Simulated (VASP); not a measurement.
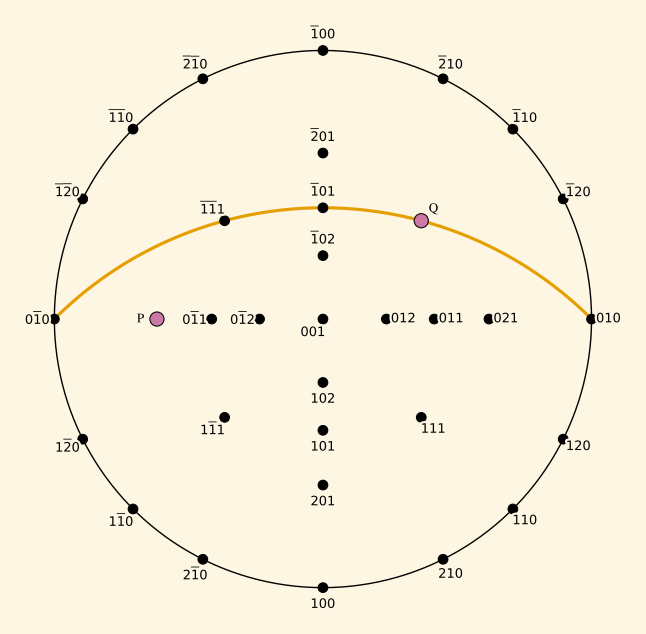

Crystal: HgSe, the geometry relaxed with VASP Kohn-Sham DFT of a periodic cell, PBE0, VASP PAW PBE potentials, recommended (VASP 6.6.1). Stereographic projection of plane normals (upper hemisphere) centred on (0 0 1). All values are computed from the atomic coordinates in the standard setting (tolerance 0.002 Å).

a = 6.192 Å, b = 6.192 Å, c = 6.192 Å, α = 90.00°, β = 90.00°, γ = 90.00°.

Question: Index the poles marked P, Q.

Answer: P is (0 −2 1), 63.4° from the centre; Q is (−1 1 1), 54.7° from the centre.

Question: Which zone does the coloured great circle trace?

Answer: The zone [1 0 1]: its poles satisfy h + l = 0.

Question: What is the angle between the normals of (1 0 1) and (−2 1 0), and what are their d_hkl = 1/|g|?

Answer: 129.2°; d = 4.378 Å and 2.769 Å.
